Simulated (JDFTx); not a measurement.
# Run report: NaCl, geometry relaxation

The run: geometry relaxation of NaCl (I4/mmm, 2 atoms in the cell). Method and program: Kohn-Sham DFT of a periodic cell, PBE, PseudoDojo-SR-PBE-0.5-standard, no spin polarisation (JDFTx 1.7.0 (patched build)).

The structure derives from a Materials Project entry. It belongs to a series of runs on one base structure; here: relaxed cell strained by -0.01 in Voigt component 1.

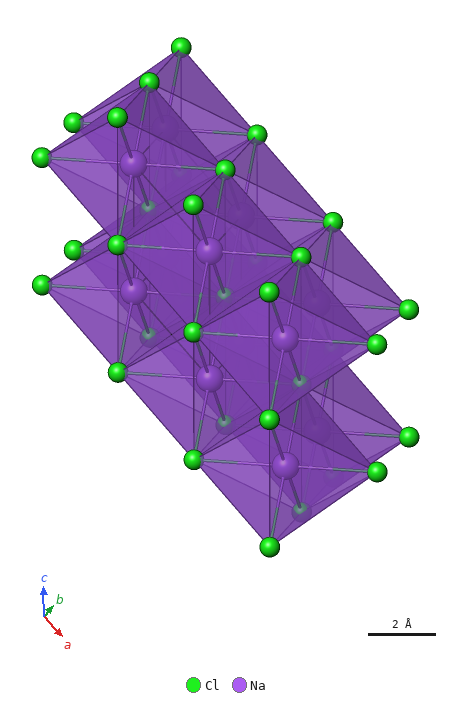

Fig. 1: The starting structure (polyhedral view of the reduced cell, repeated 2 × 1 × 1, seen slightly off an axis; polyhedra are completed across the faces of the cell).

Input file:
```
lattice \
    0.0000000000     5.3293581001     5.3293581001 \
    5.3831900001     0.0000000000     5.3831900001 \
    5.3831900001     5.3831900001     0.0000000000
coords-type Lattice
ion Cl     0.5000000100     0.5000000100     0.5000000100 1
ion Na     0.0000000000     0.0000000000     0.0000000000 1

ion-species pseudo/Cl.upf
ion-species pseudo/Na.upf
elec-cutoff 44 352
elec-ex-corr gga-PBE
kpoint-folding 6 6 6
elec-smearing Fermi 0.0018374661
elec-n-bands 14
electronic-SCF nIterations 100 energyDiffThreshold 1e-10
electronic-minimize nIterations 30 energyDiffThreshold 1e-7
forces-output-coords Cartesian
ionic-minimize nIterations 20 energyDiffThreshold 1e-8 knormThreshold 2e-5

dump-name run.$VAR
dump End Ecomponents EigStats BandEigs Kpoints Forces Stress ElecDensity Dtot KEdensity
```

Run on 1 thread of Intel Xeon (Granite Rapids), 16 GiB of memory available, shared host.

Launched with:
```bash
jdftx -c 1 -i NaCl.in -o NaCl.out
```

What the program printed:
```
*************** JDFTx 1.7.0 (patched build) ***************

Input parsed successfully to the following command list (including defaults):
[... the input with its defaults ...]

---------- Setting up symmetries ----------

Non-trivial transmission matrix:
[   1   0   0  ]
[  -1   1   0  ]
[   0   0   1  ]
with reduced lattice vectors:
[     -5.329358      5.329358      5.329358  ]
[      5.383190      0.000000      5.383190  ]
[      0.000000      5.383190      0.000000  ]

Found 16 point-group symmetries of the bravais lattice
Found 16 space-group symmetries with basis
Applied RMS atom displacement 9.29298e-08 bohrs to make symmetries exact.

---------- Initializing the Grid ----------
R =
[            0      5.32936      5.32936  ]
[      5.38319            0      5.38319  ]
[      5.38319      5.38319            0  ]
unit cell volume = 308.876
G =
[  -0.589488   0.583593   0.583593  ]
[   0.589488  -0.583593   0.583593  ]
[   0.589488   0.583593  -0.583593  ]
Minimum fftbox size, Smin = [  68  64  64  ]
Chosen fftbox size, S = [  70  70  70  ]

---------- Initializing tighter grid for wavefunction operations ----------
R =
[            0      5.32936      5.32936  ]
[      5.38319            0      5.38319  ]
[      5.38319      5.38319            0  ]
unit cell volume = 308.876
G =
[  -0.589488   0.583593   0.583593  ]
[   0.589488  -0.583593   0.583593  ]
[   0.589488   0.583593  -0.583593  ]
Minimum fftbox size, Smin = [  48  48  48  ]
Chosen fftbox size, S = [  48  48  48  ]

---------- Exchange Correlation functional ----------
Initalized PBE GGA exchange.
Initalized PBE GGA correlation.

---------- Setting up pseudopotentials ----------
Width of ionic core gaussian charges (only for fluid interactions / plotting) set to 0

Reading pseudopotential file 'pseudo/Cl.upf':
  'Cl' pseudopotential, 'PBE' functional
  Generated using ONCVPSP code by D. R. Hamann
  7 valence electrons, 2 orbitals, 6 projectors, 1001 radial grid points, with lMax = 2
    3S    l: 0   occupation:  2.0   eigenvalue: -0.760417
    3P    l: 1   occupation:  5.0   eigenvalue: -0.315867
  Core radius for overlap checks: 1.71 bohrs.

Reading pseudopotential file 'pseudo/Na.upf':
  'Na' pseudopotential, 'PBE' functional
  Generated using ONCVPSP code by D. R. Hamann
  9 valence electrons, 3 orbitals, 4 projectors, 1001 radial grid points, with lMax = 1
    2S    l: 0   occupation:  2.0   eigenvalue: -2.085640
    2P    l: 1   occupation:  6.0   eigenvalue: -1.053708
    3S    l: 0   occupation:  1.0   eigenvalue: -0.100838
  Core radius for overlap checks: 1.48 bohrs.

Initialized 2 species with 2 total atoms.

Folded 1 k-points by 6x6x6 to 216 k-points.

---------- Setting up k-points, bands, fillings ----------
Reduced to 30 k-points under symmetry.
Computing the number of bands and number of electrons
Calculating initial fillings.
nElectrons:  16.000000   nBands: 14   nStates: 30

----- Setting up reduced wavefunction bases (one per k-point) -----
average nbasis = 4306.366 , ideal nbasis = 4305.834

---------- Setting up ewald sum ----------
Optimum gaussian width for ewald sums = 2.436768 bohr.
Real space sum over 1331 unit cells with max indices [  5  5  5  ]
Reciprocal space sum over 2197 terms with max indices [  6  6  6  ]

---------- Allocating electronic variables ----------
Initializing wave functions:  linear combination of atomic orbitals
Note: number of bands (14) exceeds available atomic orbitals (9)
Cl pseudo-atom occupations:   s ( 2 )  p ( 5 )
Na pseudo-atom occupations:   s ( 2 1 )  p ( 6 )
	FillingsUpdate:  mu: +0.146551644  nElectrons: 16.000000
LCAOMinimize: Iter:   0  F: -60.8567880468007800  |grad|_K:  2.323e-03  alpha:  1.000e+00
	FillingsUpdate:  mu: +0.100000000  nElectrons: 16.000000
LCAOMinimize: Iter:   1  F: -60.8673730401068411  |grad|_K:  4.206e-05  alpha:  6.169e-01  linmin: -2.214e-01  cgtest:  8.591e-01
LCAOMinimize: Encountered beta<0, resetting CG.
	FillingsUpdate:  mu: +0.100000000  nElectrons: 16.000000
LCAOMinimize: Iter:   2  F: -60.8673765036391501  |grad|_K:  7.374e-06  alpha:  6.659e-01  linmin:  1.527e-04  cgtest:  6.956e-04
	FillingsUpdate:  mu: +0.100000000  nElectrons: 16.000000
LCAOMinimize: Iter:   3  F: -60.8673766479248499  |grad|_K:  5.298e-07  alpha:  9.023e-01  linmin: -2.475e-03  cgtest:  1.606e-02
	FillingsUpdate:  mu: +0.100000000  nElectrons: 16.000000
LCAOMinimize: Iter:   4  F: -60.8673766486692926  |grad|_K:  1.685e-08  alpha:  9.012e-01  linmin: -4.802e-04  cgtest: -3.190e-02
LCAOMinimize: Converged (|Delta F|<1.000000e-06 for 2 iters).

-------- Electronic minimization -----------
Will mix electronic density at each iteration.
	FillingsUpdate:  mu: +0.100000000  nElectrons: 16.000000
	FillingsUpdate:  mu: +0.100000000  nElectrons: 16.000000
SCF: Cycle:  0   F: -60.879610086502993   dF: -1.223e-02   |Residual|: 5.803e-02   |deigs|: 1.227e-01
	FillingsUpdate:  mu: +0.094022503  nElectrons: 16.000000
SCF: Cycle:  1   F: -60.883926666074828   dF: -4.317e-03   |Residual|: 1.488e-02   |deigs|: 1.465e-02
	FillingsUpdate:  mu: +0.088296407  nElectrons: 16.000000
SCF: Cycle:  2   F: -60.884294561903218   dF: -3.679e-04   |Residual|: 2.626e-03   |deigs|: 4.624e-03
	FillingsUpdate:  mu: +0.088169221  nElectrons: 16.000000
SCF: Cycle:  3   F: -60.884297024586701   dF: -2.463e-06   |Residual|: 5.279e-04   |deigs|: 8.938e-04
	FillingsUpdate:  mu: +0.088045104  nElectrons: 16.000000
SCF: Cycle:  4   F: -60.884297840058252   dF: -8.155e-07   |Residual|: 2.371e-04   |deigs|: 3.429e-04
	FillingsUpdate:  mu: +0.088073202  nElectrons: 16.000000
SCF: Cycle:  5   F: -60.884298100027813   dF: -2.600e-07   |Residual|: 5.548e-05   |deigs|: 2.536e-04
	FillingsUpdate:  mu: +0.088074710  nElectrons: 16.000000
SCF: Cycle:  6   F: -60.884298165804914   dF: -6.578e-08   |Residual|: 2.482e-05   |deigs|: 1.804e-04
	FillingsUpdate:  mu: +0.088085675  nElectrons: 16.000000
SCF: Cycle:  7   F: -60.884298189497592   dF: -2.369e-08   |Residual|: 8.034e-06   |deigs|: 3.462e-04
	FillingsUpdate:  mu: +0.088086521  nElectrons: 16.000000
SCF: Cycle:  8   F: -60.884298194683517   dF: -5.186e-09   |Residual|: 3.228e-06   |deigs|: 2.496e-04
	FillingsUpdate:  mu: +0.088087869  nElectrons: 16.000000
SCF: Cycle:  9   F: -60.884298196783298   dF: -2.100e-09   |Residual|: 1.344e-06   |deigs|: 5.393e-04
	FillingsUpdate:  mu: +0.088087966  nElectrons: 16.000000
SCF: Cycle: 10   F: -60.884298197174999   dF: -3.917e-10   |Residual|: 3.087e-07   |deigs|: 3.684e-04
	FillingsUpdate:  mu: +0.088087925  nElectrons: 16.000000
SCF: Cycle: 11   F: -60.884298197362398   dF: -1.874e-10   |Residual|: 4.960e-07   |deigs|: 4.253e-04
	FillingsUpdate:  mu: +0.088088206  nElectrons: 16.000000
SCF: Cycle: 12   F: -60.884298197396689   dF: -3.429e-11   |Residual|: 4.159e-08   |deigs|: 2.939e-04
	FillingsUpdate:  mu: +0.088088213  nElectrons: 16.000000
SCF: Cycle: 13   F: -60.884298197413344   dF: -1.666e-11   |Residual|: 1.076e-07   |deigs|: 7.067e-04
SCF: Converged (|Delta E|<1.000000e-10 for 2 iters).

Setting wave functions to eigenvectors of Hamiltonian

# Stress tensor in Cartesian coordinates [Eh/a0^3]:
[ -1.72976e-05            0            0  ]
[            0 -4.20956e-06            0  ]
[            0            0 -4.20956e-06  ]

# Ionic positions in lattice coordinates:
ion Cl   0.500000005000000   0.500000005000000   0.500000005000000 1
ion Na   0.000000005000000   0.000000005000000   0.000000005000000 1

# Forces in Cartesian coordinates:
force Cl  -0.000000000000000  -0.000000000000000   0.000000000000000 1
force Na   0.000000000000000   0.000000000000000   0.000000000000000 1

# Energy components:
   Eewald =      -34.1700164782214912
       EH =       20.8441479770669496
     Eloc =      -58.3623381224169080
      Enl =      -12.6153460760761718
      Exc =      -11.4149821358682981
 Exc_core =        1.3621915144532313
       KE =       33.4720451236493375
-------------------------------------
     Etot =      -60.8842981974133437
       TS =        0.0000000000000006
-------------------------------------
        F =      -60.8842981974133437

IonicMinimize: Iter:   0  F: -60.884298197413344  |grad|_K:  7.917e-42
IonicMinimize: Converged (|grad|_K<2.000000e-05).

#--- Lowdin population analysis ---
# oxidation-state Cl -0.650
# oxidation-state Na +0.687

Dumping 'run.eigStats' ...
	eMin: -1.765888 at state 0 ( [ +0.000000 +0.000000 +0.000000 ] spin 0 )
	HOMO: +0.033501 at state 0 ( [ +0.000000 +0.000000 +0.000000 ] spin 0 )
	mu  : +0.088088
	LUMO: +0.218291 at state 0 ( [ +0.000000 +0.000000 +0.000000 ] spin 0 )
	eMax: +0.630795 at state 23 ( [ +0.333333 +0.000000 +0.500000 ] spin 0 )
	HOMO-LUMO gap: +0.184790
	Optical gap  : +0.184790 at state 0 ( [ +0.000000 +0.000000 +0.000000 ] spin 0 )
Done!
```

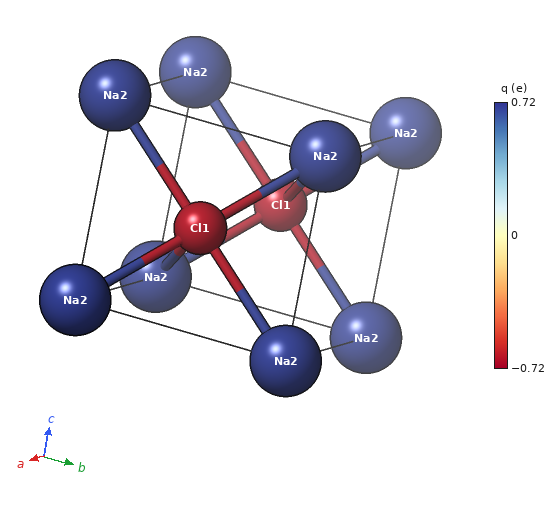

Fig. 2: Löwdin charges, as the colour of each atom (ball-and-stick view of the reduced cell, seen slightly off an axis; atoms are numbered from 1 in the order of the input). By element: Cl −0.65 and Na +0.69 e.

Summary:

| quantity | value |
| --- | --- |
| outcome | converged |
| space group (tolerance 0.01 Å) | I4/mmm (139) |
| electrons treated | 16 |
| free energy | −1656.7462 eV |
| gap on the k-point mesh | 5.03 eV |
| pressure | 0.25 GPa |
| final volume | 45.77 Å³ |
| largest force (length of the vector) | under 0.001 eV/Å |
| wall time | 57 s |
| peak memory | 0.18 GiB |
